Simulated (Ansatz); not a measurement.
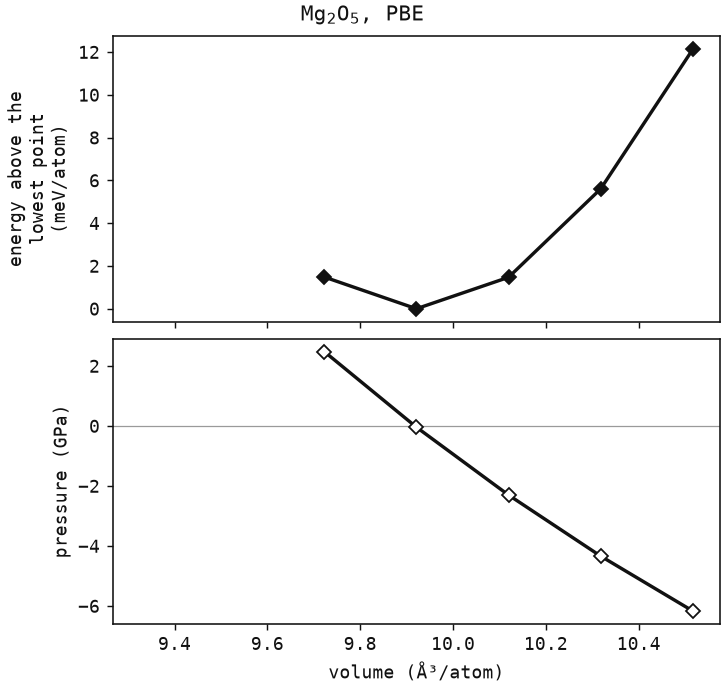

Plotted: energy above the lowest point and pressure against volume for Mg₂O₅, space group Pn-3m (No. 224) (one of a set of cubic test structures, which need not be the stable phase).

Computed with Ansatz 0.2.0 development build: equation of state of a cubic crystal from periodic Kohn-Sham density functional theory without spin, third-order Birch-Murnaghan fit to the free energies; pressure corrected for the finite basis. Level: PBE.

- structure type: cubic X2O5
- atoms in cell: 14
- space group number: 224
- lattice centring: simple cubic
- k mesh: 21×21×21
- occupation method: Fermi–Dirac
- occupation width: 0.06123 eV
- wave cutoff: 420 eV
- datasets: soft-1 PAW
- density tolerance: 1.4e−07 eV
- bands: 64
- density cutoff ratio: 4
- search for lower states: default

The points at volume 9.33 Å³/atom and 9.52 Å³/atom are left out of the plot. What values does the calculation give there?

| volume (Å³/atom) | energy above the lowest point (meV/atom) | pressure (GPa) |
| --- | --- | --- |
| 9.33 | 14.7 | 8.4 |
| 9.52 | 6.3 | 5.3 |

Keep in mind: cubic model structure, not the ambient form; no spin polarisation, a magnetic state may lie lower.
